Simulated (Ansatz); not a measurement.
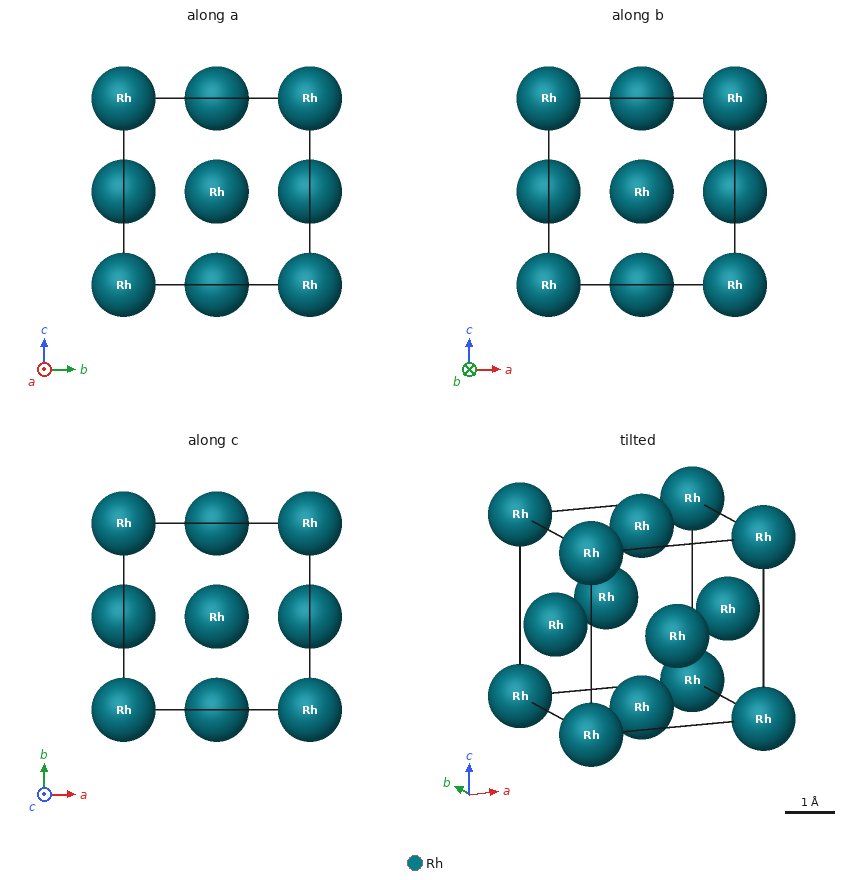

The crystal in a spheres-only representation, seen along the a axis, along the b axis, along the c axis and slightly off an axis. Thin lines show the conventional unit cell, with boundary atoms drawn in all their periodic places.

Lattice parameters: a = 3.830 Å, b = 3.830 Å, c = 3.830 Å, α = 90.00°, β = 90.00°, γ = 90.00°.

Express the structure as a table of Wyckoff sites.

Answer. Space group Fm-3m (No. 225).
```csv
atom,site,x,y,z
Rh,4a,0.0000,0.0000,0.0000
```

The cell started as a random cell made by a generator, so it need not be a real form of the element. Earlier steps of the study may have refined or changed the cell and positions. It was run through Ansatz as a DFT input.
